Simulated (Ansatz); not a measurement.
Consider TiO₂.

```xyz
36
Lattice="6.0319 0.0000 0.0000 -3.0160 5.2238 0.0000 0.0000 0.0000 13.9436" Properties=species:S:1:pos:R:3 pbc="T T T"
Ti    0.0000    0.0000    3.3352
Ti    3.0160    1.7412    7.9831
Ti    0.0000    3.4825   12.6309
Ti    4.4298    2.5576    1.6870
Ti    1.4139    4.2988    6.3350
Ti    1.4138    0.8163   10.9828
Ti    1.6021    2.5576    1.6870
Ti   -1.4138    4.2988    6.3350
Ti    4.6180    0.8163   10.9828
Ti    3.0160    0.1087    1.6870
Ti    0.0000    1.8499    6.3350
Ti    3.0159    3.5912   10.9828
O     0.0000    1.7432    2.7989
O     3.0160    3.4845    7.4468
O     3.0160    0.0019   12.0947
O    -1.5063    4.3522    2.7989
O     4.5256    0.8697    7.4468
O     1.5097    2.6109   12.0947
O     1.5063    4.3522    2.7989
O     1.5063    0.8697    7.4468
O     4.5223    2.6109   12.0947
O     0.0000    3.4825    0.6590
O     0.0000    0.0000    5.3068
O     3.0160    1.7412    9.9546
O     3.0160    1.7412    2.7699
O     0.0000    3.4825    7.4177
O     0.0000    0.0000   12.0655
O     1.6518    0.9537    0.8006
O    -1.3641    2.6949    5.4486
O     1.6517    4.4362   10.0964
O     4.3801    0.9537    0.8006
O     1.3642    2.6949    5.4486
O    -1.6518    4.4362   10.0964
O     3.0160    3.3165    0.8006
O     0.0000    5.0577    5.4486
O     0.0000    1.5752   10.0964
```

Space group R3m; a structure from a database of computed crystals, not necessarily the ambient phase; computed without spin polarisation; Hubbard U of 4 eV on Ti d only.

Computed with DFT r2SCAN+U, scalar-relativistic, plane waves, PAW in Ansatz 0.2.0.

> What can the converged valence pseudo-density and electron localisation function tell about the bonding?

Ti–Ti (2.83 Å): the density is about 0.32 e/Å³ at the midpoint; the ELF is about 0.15 at the midpoint; no shared electron pair shows on this line.

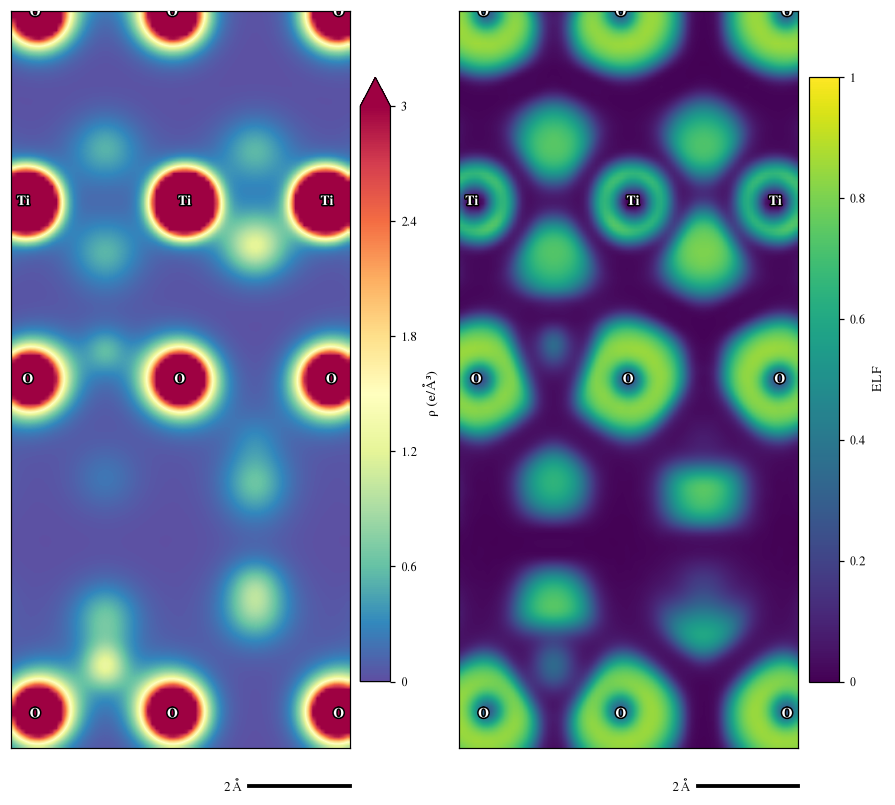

Computed valence pseudo-density and electron localisation function on the (100) plane of the conventional cell, in this order. Atoms just off the plane (Ti, 0.8 Å away and O, 0.7 Å away) can leave unmarked features too.
